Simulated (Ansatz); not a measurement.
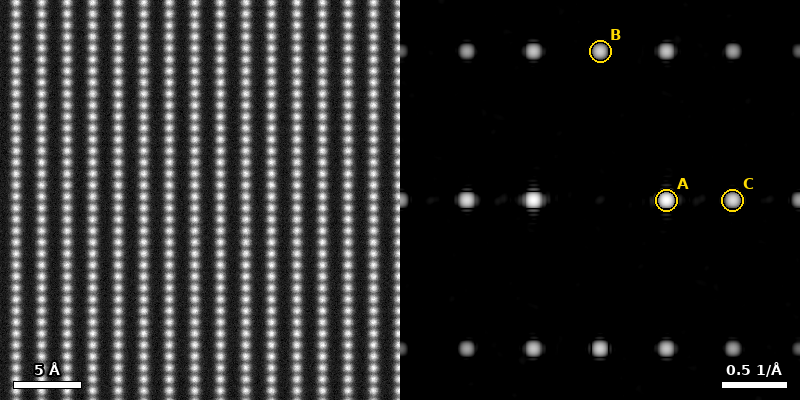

HAADF-like image of Rh (Fm-3m, No. 225) along [210]. Simulated incoherent Z contrast: every atom adds Z^1.7 spread by a probe of 0.50 Å full width; channelling and multiple scattering are left out. The probe carries 25 % of its weight in a tail 2.5 times as wide. The display is stretched by a gamma of 0.65; percentages refer to the linear signal. Shot noise was added. Structure used: the input geometry of a calculation.

The right panel is the modulus of the image's Fourier transform on a logarithmic scale.

a = 3.830 Å, b = 3.830 Å, c = 3.830 Å, α = 90.00°, β = 90.00°, γ = 90.00°

Question: Index the marked spots and give their plane spacings (the zone axis points at the viewer; indices equivalent by symmetry, or all signs reversed, are as good).

Answer: A: (002), d = 1.91 Å; B: (2 -4 0), d = 0.86 Å; C: (004), d = 0.96 Å. A and B enclose 90°, and every spot obeys the zone law hu + kv + lw = 0 for [210].
